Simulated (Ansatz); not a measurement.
System: Pt (slab), 24 atoms in the cell. Starting structure of the relaxation:

```xyz
24
Lattice="16.6230 0.0000 0.0000 0.0000 2.7705 0.0000 0.0000 0.0000 19.8362" Properties=species:S:1:pos:R:3 pbc="T T T"
Pt    0.0000    0.0000    1.5000
Pt    1.3853    1.3853    3.4590
Pt    2.7705    2.7705    1.5000
Pt    4.1558    1.3853    3.4590
Pt    5.5410    2.7705    1.5000
Pt    6.9263    1.3853    3.4590
Pt    8.3115    0.0000    1.5000
Pt    9.6968    1.3853    3.4590
Pt   11.0820    2.7705    1.5000
Pt   12.4673    1.3853    3.4590
Pt   13.8525    2.7705    1.5000
Pt   15.2378    1.3853    3.4590
Pt    0.0000    0.0000    5.4181
Pt    1.3853    1.3853    7.3771
Pt    2.7705    2.7705    5.4181
Pt    4.1558    1.3853    7.3771
Pt    5.5410    2.7705    5.4181
Pt    6.9263    1.3853    7.3771
Pt    8.3115    0.0000    5.4181
Pt    9.6968    1.3853    7.3771
Pt   11.0820    2.7705    5.4181
Pt   12.4673    1.3853    7.3771
Pt   13.8525    2.7705    5.4181
Pt   15.2378    1.3853    7.3771
```

Ansatz; DFT PBEsol, scalar-relativistic, plane waves, PAW, no spin polarisation, 2×12×1 k mesh, 420 eV cutoff.

What does the potential across the slab give for the work function?

The work function is 5.73 eV, the same on both faces. The two vacuum levels agree, so the slab has no net dipole along its normal. The outermost atoms are 5.8 Å apart, which leaves 14.0 Å of vacuum in a cell 19.8 Å high.

Spin-orbit coupling is left out, which matters for Pt.

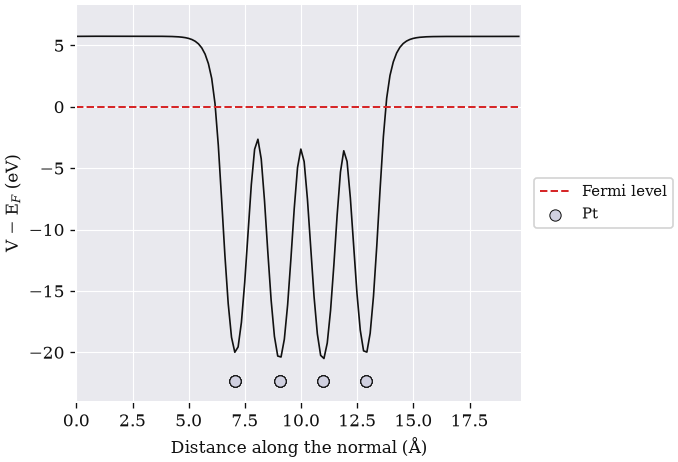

Plane-averaged electrostatic potential energy of an electron across the slab; circles at the bottom mark the heights of the atoms (positions after relaxation).
